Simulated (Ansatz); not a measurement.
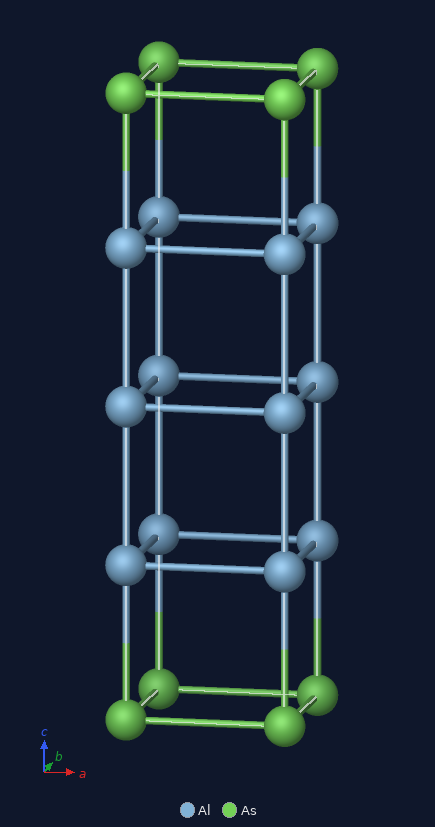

Drawn in the ball-and-stick manner and seen slightly off an axis. The edges of the conventional unit cell are marked. Cell: a = 2.73 Å, b = 2.73 Å, c = 10.78 Å, α = 90.00°, β = 90.00°, γ = 90.00°.

Origin of the cell: a random cell made by a generator, so it need not be a real form of the compound. Earlier steps of the study may have refined or changed the cell and positions. Ansatz was used for an electronic-structure calculation on it.

Characterise what is shown.

The material is Al3As. It takes space group P4/mmm (No. 123) on a primitive tetragonal lattice. One cell contains 3 Al, 1 As, 4 atoms in all. Neighbours within bonding distance: Al 6 and As 6.

Theory: Ansatz 0.2.0, DFT PBE, scalar-relativistic, plane waves, PAW. Numerical settings: plane-wave cutoff 420 eV, Brillouin-zone sampling on a 16×16×6 mesh, Gaussian smearing of 0.1 eV, no spin polarisation.

Is it conducting or gapped at this level?

A metal: bands cross the Fermi level.

What does a Bader analysis give?

Al +0.01 to +0.26 e; As -0.53 e.

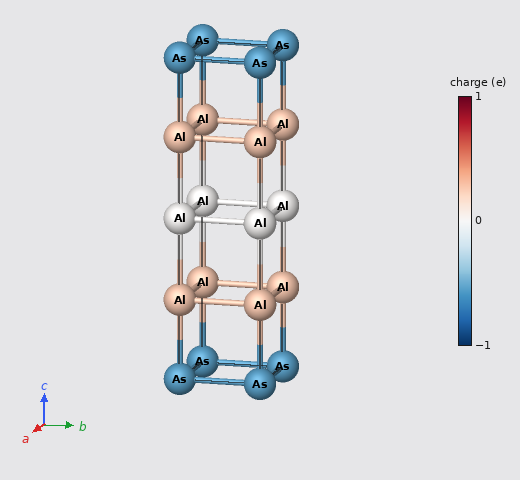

The atoms coloured by those charges. The run's cell of 4 atoms is drawn.

Has the structure come to rest?

Yes. All forces vanish to within 0.01 eV/Å. The pressure is 0.0 GPa, close to zero.
